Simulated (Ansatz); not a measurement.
**Mg₂O₃: density, localisation and related maps**

The calculation's input:

```
crystal:
  lattice:
    - [2.6434242188, 1.5261816843, 4.6324544264]
    - [-2.6434242188, 1.5261816843, 4.6324544264]
    - [0.0, -3.0523633687, 4.6324544264]
  atoms:
    - { symbol: Mg, position: [0.3515930266, 0.3515930266, 0.3515930266] }
    - { symbol: Mg, position: [0.1484069734, 0.1484069734, 0.1484069734] }
    - { symbol: Mg, position: [0.6484069734, 0.6484069734, 0.6484069734] }
    - { symbol: Mg, position: [0.8515930266, 0.8515930266, 0.8515930266] }
    - { symbol: O, position: [0.5626414783, 0.9373585217, 0.25], spin: 0.66 }
    - { symbol: O, position: [0.25, 0.5626414783, 0.9373585217], spin: 0.66 }
    - { symbol: O, position: [0.9373585217, 0.25, 0.5626414783], spin: 0.66 }
    - { symbol: O, position: [0.4373585217, 0.0626414783, 0.75], spin: 0.66 }
    - { symbol: O, position: [0.75, 0.4373585217, 0.0626414783], spin: 0.66 }
    - { symbol: O, position: [0.0626414783, 0.75, 0.4373585217], spin: 0.66 }
basis:
  ecutwfc: 420
kpoints:
  mp_grid: { grid: [12, 12, 12] }
hamiltonian:
  xc: pbe
scf:
  occupations: { method: gaussian, width: 0.1 }
output:
  forces: true
  stress: true
  eigenvalues: true
  populations: true
  write_density: true
  write_potential: true
  elf: true
  volumetric_format: npy
magnetization:
  spin_polarized: true
relax:
  adjacent_minimum: "off"
  f_tol: 0.01
  max_steps: 80
  cell: { stress_tol: 0.05 }
```

Command:

```sh
ansatz run input.yaml --threads 1 --pin off --max-ram 2560MiB --backend cpu --events-out ev --progress --plain --runs-dir out
```

Below, planes, directions and counts refer to the conventional cell (a = 5.28 Å, b = 5.28 Å, c = 13.92 Å, α = 90.00°, β = 90.00°, γ = 120.00°).

The fields are those of the relaxed geometry.

Space group R-3c; started from the corundum_167 prototype, which need not be the ambient phase; spin-polarised.

The calculation used DFT PBE, scalar-relativistic, plane waves, PAW in Ansatz 0.2.0.

Core electrons are frozen (PAW), and the valence fields are smoothed inside the atomic spheres.

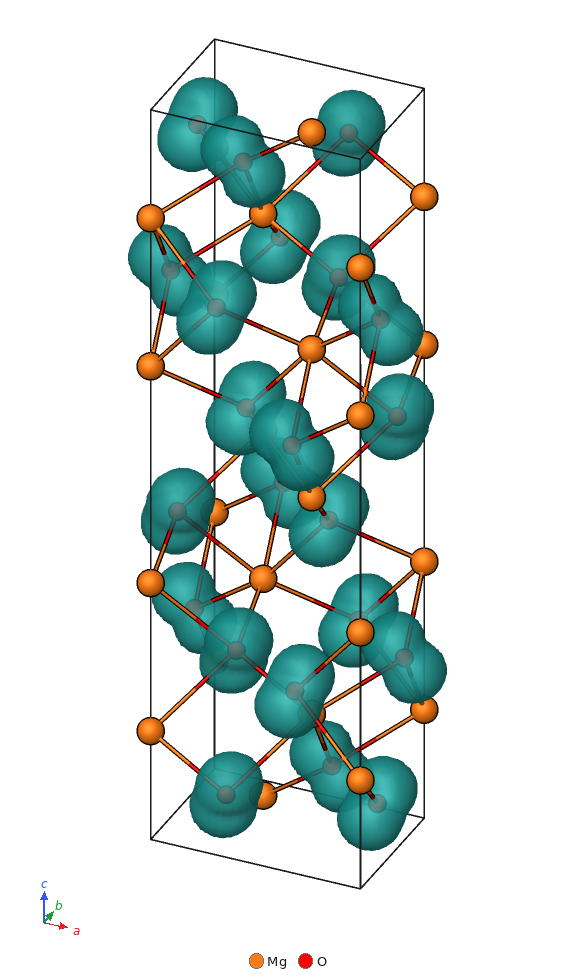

Figure 1. Isosurface of the magnetisation density (up minus down) at +0.1 e/Å³ (teal), seen slightly off an axis. Sticks mark near contacts.

**Which atoms carry the moments, and with what signs?**

The spin density sits on O: +0.6 μB (×18) in one cell of 30 atoms: parallel main moments (a ferromagnetic arrangement) in this solution. The cell of the calculation (10 atoms) carries 4.0 μB of net spin moment.

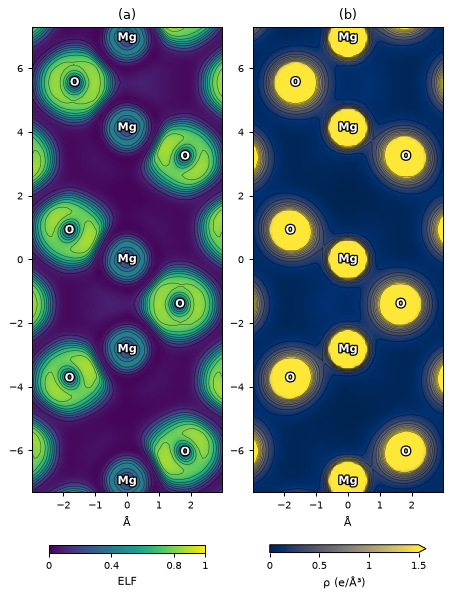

Figure 2. (a) electron localisation function; (b) valence electron density on the (010) plane of the conventional cell.

**Describe what can be read from this map.**

Atoms in the plane: Mg and O. Mg–O (2.03 Å): ρ is about 0.39 e/Å³ halfway; the ELF peaks at about 0.85 in the valence shell of O, 0.6 Å from its nucleus, and is about 0.35 at the midpoint. Mg–O (2.17 Å): ρ is about 0.27 e/Å³ halfway; the ELF peaks at about 0.85 in the valence shell of O, 0.6 Å from its nucleus, and is about 0.30 at the midpoint; no shared electron pair shows on this line. Between the atoms the lowest density in this plane is 0.02 e/Å³.

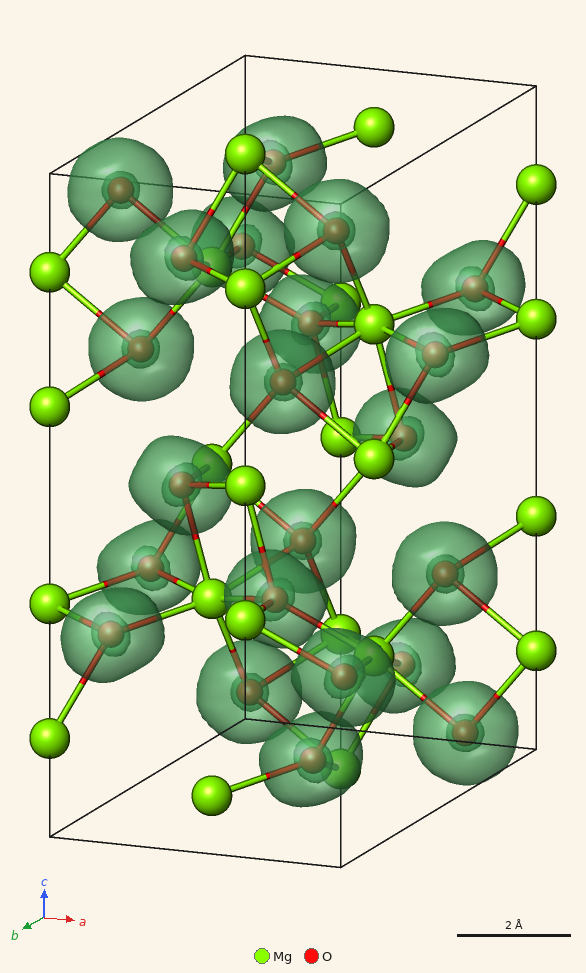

Figure 3. Isosurface of the electron localisation function at 0.7 (green), seen at an oblique angle. Only the valence region is drawn (cores and ρ < 0.01 e/Å³ removed). Sticks mark near contacts.

**What do the ELF domains correspond to?**

At this value the surface marks out 18 regions wrapped around O (the valence shell of each), counted in one cell of 30 atoms. Any copies at cell faces, edges or corners count once.

**Does the calculation make it a metal, or give it a gap?**

It is gapless in this calculation (a metal or semimetal).
